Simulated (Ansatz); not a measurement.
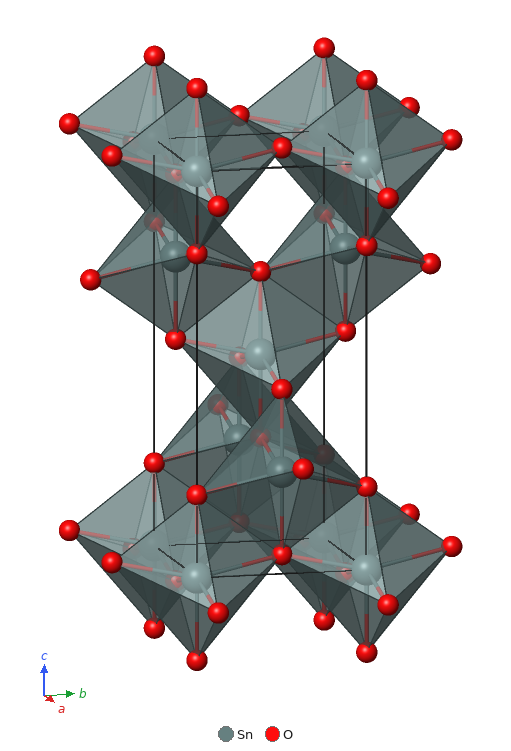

We look at a polyhedral model of the crystal slightly off an axis. The wireframe shows the conventional unit cell. Some neighbours outside the box are added. Cell: a = 4.131 Å, b = 4.131 Å, c = 9.773 Å, α = 90.00°, β = 90.00°, γ = 90.00°.

What can be read from this drawing?

- The stoichiometry is SnO2.
- Space group I4_1/amd (No. 141), lattice body-centred tetragonal.
- In terms of structure types, this is anatase.
- Atoms per cell: 12 (4 Sn, 8 O).
- Sn bonds to six O at about 2.0 to 2.1 Å. O bonds to three Sn at about 2.0 to 2.1 Å.
- The bonds build a three-dimensional framework.

Provenance: a structure listed in the Materials Project. The cell was then strained or its atoms displaced on purpose. Ansatz was used for an electronic-structure calculation on it.

At this level of theory the run's own cell isn't at rest (forces up to 0.8 eV/Å), so its distances can differ from those at equilibrium, the more so the softer the solid.
